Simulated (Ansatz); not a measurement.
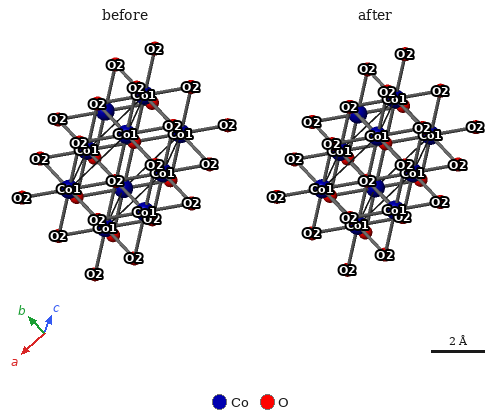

The structure of crystalline CoO (set up in I4/mmm) before (left) and after (right) a relaxation, at one scale.

Style: ball-and-stick. Shown: the cell of the calculation, from a free direction.

Case: relaxed functional: LDA.

Computed with DFT LDA, scalar-relativistic, plane waves, PAW in Ansatz.

The input:
```yaml
crystal:
  lattice:
    - [-1.5080001529, 1.5080001529, 2.1072499549]
    - [1.5080001529, -1.5080001529, 2.1072499549]
    - [1.5080001529, 1.5080001529, -2.1072499549]
  atoms:
    - { symbol: Co, position: [0.0, 0.0, 0.0], spin: 2.82 }
    - { symbol: O, position: [0.5, 0.5, 0.0], spin: 0.32 }
basis:
  ecutwfc: 420
kpoints:
  mp_grid: { grid: [16, 16, 16] }
hamiltonian:
  xc: lda
scf:
  occupations: { method: gaussian, width: 0.02 }
output:
  forces: true
  stress: true
  eigenvalues: true
  populations: true
magnetization:
  spin_polarized: true
relax:
  adjacent_minimum: "off"
  f_tol: 0.01
  max_steps: 60
  cell: { stress_tol: 0.05 }
```

Launched with:
```bash
ansatz run input.yaml --threads 1 --pin off --max-ram 2560MiB --backend cpu --events-out ev --progress --plain --runs-dir out
```

> Describe what moved and what it gained.

No atom moves by more than 0.005 Å relative to the cell. Cell: a = b = c 2.998 → 2.880 Å (−3.9 %), α 119.6° → 120.0°, β 119.6° → 120.0°, γ 90.7° → 90.0°. Volume −11.9 %. Near-neighbour distances that change, for instance: Co1–O2 2.133 → 2.036 Å, Co1–O2 (another image) 2.107 → 2.036 Å. The space group (tolerance 0.01 Å) goes from I4/mmm (No. 139) to Fm-3m (No. 225). The energy falls by 69.9 meV per atom in 6 accepted moves (8 points after the start). All forces vanish by symmetry, so only the cell relaxes. Pressure: −17.79 GPa at the start and −0.02 GPa at the end. At 2 points the geometry stayed and the basis and grid were re-selected for the new cell (energy shift of 4.1 meV per atom at most each time).
